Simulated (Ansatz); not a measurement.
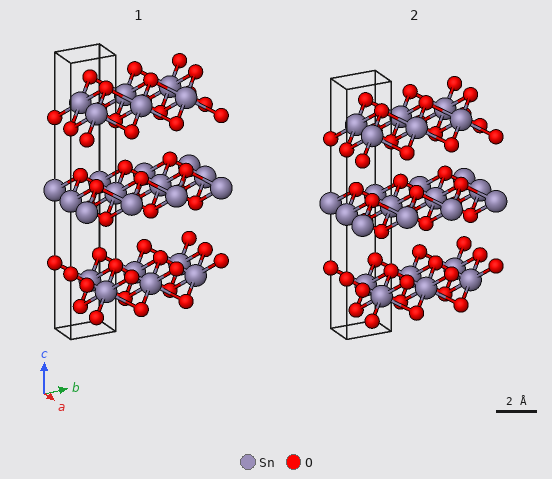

Two geometries of a crystal of SnO₂ (set up in R-3m) (coarse preliminary run), drawn at one scale. One is the start of a relaxation, the other its converged end. Style: ball-and-stick. Shown: the conventional cell (3 times the calculation's cell), repeated 2 × 3 × 1 with one cell outlined, slightly off an axis. Lengths and directions refer to the drawn axes.

All numbers below come from DFT r2SCAN, scalar-relativistic, plane waves, PAW in Ansatz. Settings: plane-wave cutoff 500 eV; k-point mesh 6 × 6 × 6; occupations gaussian; smearing width 0.1 eV; no spin polarisation; cell and atoms relaxed; force threshold 0.05 eV/Å; at most 80 steps.

> Which of the two is the end point?

Structure 2 is the relaxed one. The largest moves relative to the cell, 0.056 Å, are those of O atoms. Sn stays in place. The volume changes by −10.9 %, with a = b 3.234 → 3.209 Å (−0.8 %), c 14.402 → 13.026 Å (−9.5 %). Near-neighbour distances that change, for instance: O–Sn 2.125 → 2.093 Å. The space group stays R-3m (No. 166). Over 4 accepted moves (5 points after the start) the energy falls by 21.8 meV per atom. The largest force component goes from 0.63 to 0.0026 eV/Å. The pressure goes from −7.18 to 0.12 GPa. The SCF was repeated once at an unchanged geometry on a basis and grid sized afresh for the cell, which shifted the energy by 0.8 meV per atom at most.

Limits of the set-up: layers or molecules are held without a dispersion correction, so their spacing is unreliable.
